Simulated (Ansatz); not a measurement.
System: CaO, space group Fm-3m (No. 225) (one of a set of cubic test structures, which need not be the stable phase).

Computed with Ansatz 0.2.0 development build: equation of state of a cubic crystal from periodic Kohn-Sham density functional theory without spin, third-order Birch-Murnaghan fit to the free energies; pressure corrected for the finite basis. Level: r2SCAN.

structure type rock salt; atoms in cell 2; space group number 225; lattice centring face-centred primitive; k mesh 12×12×12; occupation method Fermi–Dirac; occupation width 0.1 eV; wave cutoff 700 eV; datasets hard PAW; density tolerance 1e−09 eV; bands 12; density cutoff ratio 4; search for lower states default; xc grid level 2.

Predict the energy above the lowest point and pressure against volume. The volume takes the values 12.97, 13.39, 13.81, 14.24, 14.66 Å³/atom.

A third-order Birch–Murnaghan fit gives V0 = 13.78 Å³/atom, B0 = 117 GPa and B′ = 4.3. The energy above the lowest point is 19.2 meV/atom at volume 12.97 Å³/atom and 18.4 meV/atom at 14.66 Å³/atom; the lowest computed point is at volume 13.81 Å³/atom (0.0 meV/atom). The pressure falls from 8.0 GPa at volume 12.97 Å³/atom to −6.3 GPa at 14.66 Å³/atom, and changes sign near 13.78 Å³/atom.

```tsv
volume (Å³/atom)	energy above the lowest point (meV/atom)	pressure (GPa)
12.97	19.2	8.0
13.39	4.1	3.5
13.81	0.0	-0.3
14.24	5.2	-3.6
14.66	18.4	-6.3
```

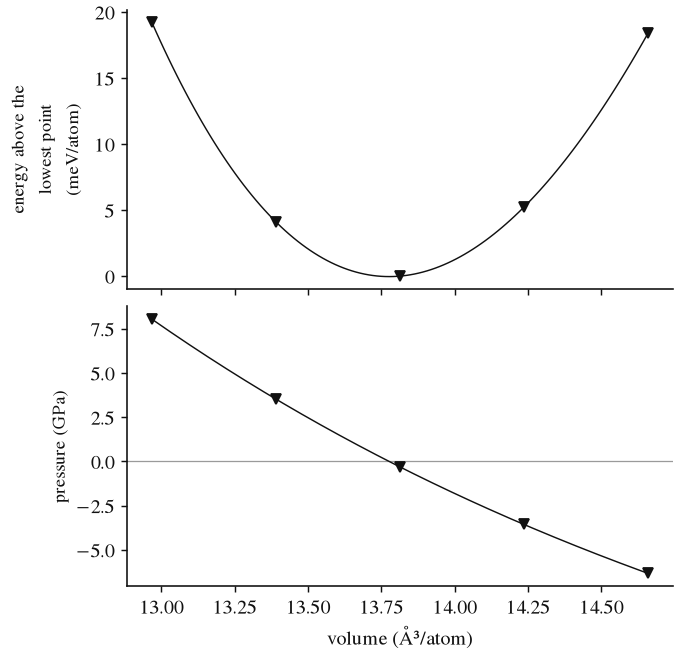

Caveats: pseudopotentials made with PBE, not this functional.
